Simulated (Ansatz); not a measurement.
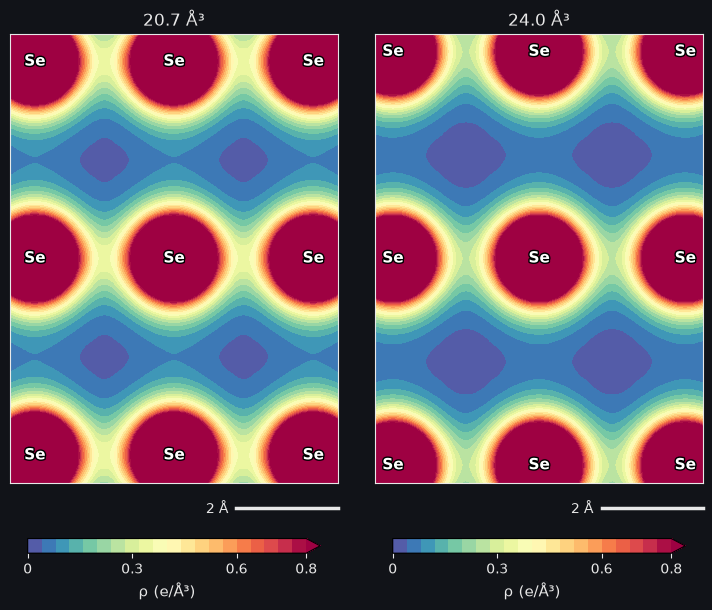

Se. The valence pseudo-density of cells scaled evenly to different volumes (given per atom above each panel), on the (011) plane of each (indices in the axes of the cell below), at one length scale and on one colour scale.

A structure from a database of computed crystals, not necessarily the ambient phase.

All numbers below come from DFT PBE, scalar-relativistic, plane waves, PAW in Ansatz.

The density is the valence pseudo-density of a PAW calculation; it isn't the true density close to the nuclei.

The largest cell:

```cif
data_structure
_symmetry_space_group_name_H-M 'P 1'
_symmetry_Int_Tables_number 1
_cell_length_a 2.8832
_cell_length_b 2.8832
_cell_length_c 2.8832
_cell_angle_alpha 90.000
_cell_angle_beta 90.000
_cell_angle_gamma 90.000
_cell_volume 23.97
loop_
_atom_site_label
_atom_site_type_symbol
_atom_site_fract_x
_atom_site_fract_y
_atom_site_fract_z
_atom_site_occupancy
Se1 Se 0.00000 0.00000 0.00000 1
```

| volume (Å³/atom) | Se–Se contact in the plane (Å) | ρ at its midpoint (e/Å³) | pressure (GPa) | 
| --- | --- | --- | --- |
| 20.70 | 2.746 | 0.355 | 7.8 | 
| 22.03 | 2.803 | ? | ? | 
| 23.97 | 2.883 | 0.273 | −3.5 | 

What values belong in the row with question marks?

Answer. Over the known rows ln ρ falls by 1.92 per Å of Se–Se distance (the line through the two), which gives 0.318 e/Å³ at 2.803 Å; the calculation gives 0.308 e/Å³. For the pressure, a straight line in volume between the neighbouring rows gives 3.2 GPa; the calculation gives 2.1, lower because pressure rises ever faster on compression.
